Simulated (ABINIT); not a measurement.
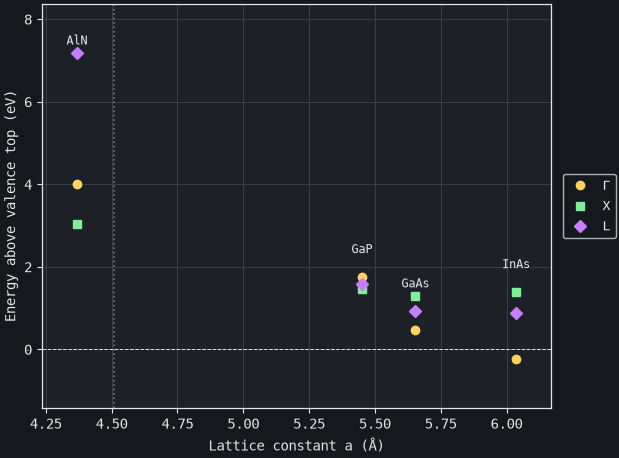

Lowest conduction level at each named k point, counted from the valence-band top at Γ, for five zincblende crystals against the lattice constant, each in its database cell. A negative value at Γ means that the s-like level, then filled, lies under the p-like triplet: the bands are inverted and there is no gap. All by ABINIT with SOGGA, without spin-orbit coupling, no moments; potentials: JTH PAW PBE v2.0 (AlN, GaN, GaAs and InAs); PseudoDojo NC SR PBEsol v0.4.1 standard (GaP).

```
compound  a (Å)    k mesh  Γ (eV)  X (eV)  L (eV)
     AlN  4.368  10×10×10    4.00    3.04    7.19
     GaP  5.451     8×8×8    1.76    1.46    1.58
    GaAs  5.654     8×8×8    0.48    1.30    0.93
    InAs  6.036     8×8×8   −0.24    1.40    0.89
```

GaN (a = 4.507 Å, dotted line) is left out. Estimate its value at Γ.

Answer. A straight line through the other values at Γ gives 3.73 eV. The run gives 1.62 eV at Γ, 3.13 eV at X and 4.52 eV at L, so the line misses by 2.11 eV: a straight line in the lattice constant doesn't capture this level.

With the valence top at Γ, which of these have their lowest conduction level there too?

Answer. GaN and GaAs (direct among these points); AlN has it at X and GaP has it at X. InAs is inverted, with no gap.

Spin-orbit coupling is left out, which matters for In and As. AlN, GaN, GaAs and InAs: the PAW data sets were made with another functional. LDA, GGA and most meta-GGA functionals understate gaps. The usual form of AlN is wurtzite. The usual form of GaN is wurtzite. GaP: the potentials were made for another functional. GaP: measured GaP has its conduction bottom near X; the order of its valleys hangs on the functional and the volume. Measured InAs has a positive gap at its own volume; this functional understates it. The cells are as the databases list them, so they lie at different pressures for this functional.
